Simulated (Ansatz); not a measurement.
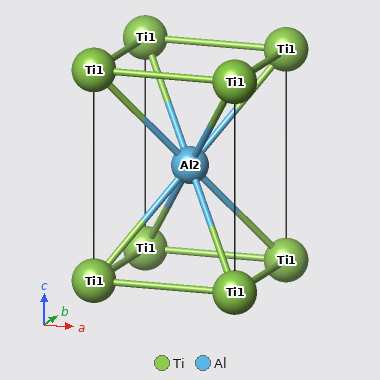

The system is TiAl (P4/mmm, No. 123; 2 atoms in the cell); the picture shows the reference structure. The energy is mapped over volume and the cell's shape. First axis: volume per atom. Second axis: c/a of the conventional cell. Nothing is relaxed (symmetry fixes all fractional coordinates). Grid: 7 × 7 points. Points are written as (first, second). Energies: meV/atom, counted from the lowest grid point. All numbers below come from DFT PBEsol, scalar-relativistic, plane waves, PAW in Ansatz 0.2.0. Settings: cutoff 520 eV, k-mesh 18×18×12 in the order of the run's cell vectors, gaussian smearing 0.15 eV, no spin polarisation.

Its coordinates:

```yaml
crystal:
  lattice:
    - [2.79474, 0.00000, 0.00000]
    - [0.00000, 2.79474, 0.00000]
    - [0.00000, 0.00000, 4.03837]
  atoms:
    - { symbol: Ti, position: [0.00000, 0.00000, 0.00000] }
    - { symbol: Al, position: [0.50000, 0.50000, 0.50000] }
```

Range: volume per atom from 13.88 to 17.66 Å³; c/a of the conventional cell from 1.281 to 1.630.

Predict the map.

The lowest grid point is at (15.77 Å³, 1.445). No other kind of well shows on this grid. The highest grid point, (13.88 Å³, 1.630), lies 149 meV/atom above the lowest. Round the minimum the two coordinates are nearly uncoupled.

```tsv
c/a of the conventional cell ↓, volume per atom →	13.88	14.51	15.14	15.77	16.40	17.03	17.66
1.630	149	88	55	45	53	77	113
1.566	124	63	30	19	28	52	89
1.504	110	48	15	5	14	38	75
1.445	105	44	10	0	9	33	71
1.388	108	47	14	4	13	38	75
1.333	116	56	24	14	24	49	87
1.281	131	72	40	31	40	65	103
```

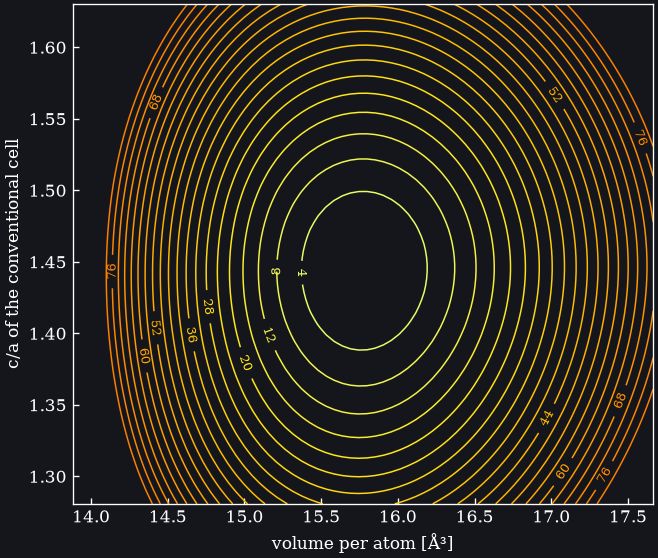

In the figure: contour lines labelled in meV/atom (none above 80). Between grid points the surface is interpolated.

Each point was launched as `ansatz run input.yaml --threads 1 --pin off --max-ram 2048MiB --backend cpu --events-out ev --progress --plain --runs-dir out`. The whole map (49 points run) took 18 min on 1 thread of Arm Neoverse N1, on a shared host.

PAW datasets: the set soft_1.
